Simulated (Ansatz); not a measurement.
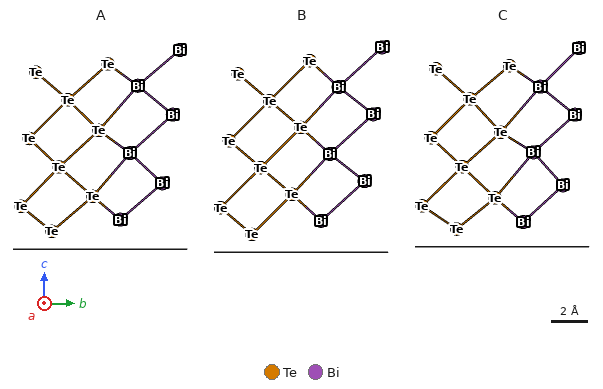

3 geometries from one relaxation of a slab of composition Bi₂Te₃ (cut from the R-3m phase), in shuffled order. A ball-and-stick model of the cell of the calculation, outlined in the plane, without the vacuum, seen along the a axis.

The slab is the (1 0 1) face of Bi2Te3.

Theory: DFT PBEsol, scalar-relativistic, plane waves, PAW in Ansatz. Settings: plane-wave cutoff 420 eV; k-point mesh 8 × 4 × 1; occupations gaussian; smearing width 0.1 eV; no spin polarisation; dipole correction; atoms relaxed in a fixed cell; force threshold 0.02 eV/Å; at most 60 steps.

Q: Order the frames from highest to lowest energy.

A: B, A, C. They are steps 0, 1, 5, at +1.122 eV per cell of the calculation, +0.236 eV per cell of the calculation relative to the last. The largest move relative to the layer's centre is that of a Te atom, 0.37 Å at 34° to the normal (+c side). By element the largest moves are Te 0.37 Å, Bi 0.27 Å. The cell doesn't change. Among the contacts that change: Bi–Te 3.115 → 3.546 Å, Te–Te 3.202 → 2.791 Å, Te–Te 3.202 → 2.902 Å, Bi–Te 3.115 → 3.401 Å. Among the angles between lasting bonds that change: Bi–Te–Te 177.9° → 167.4°, Te–Te–Bi 91.8° → 101.6°, Te–Bi–Bi 93.6° → 83.9°. The energy falls by 1.122 eV per cell of the calculation in 5 geometry steps. The largest force component goes from 1.2 to 0.016 eV/Å. The run took 7.4 min on 8 threads of Arm Neoverse V1 (shared host), peak memory 6.1 GiB.
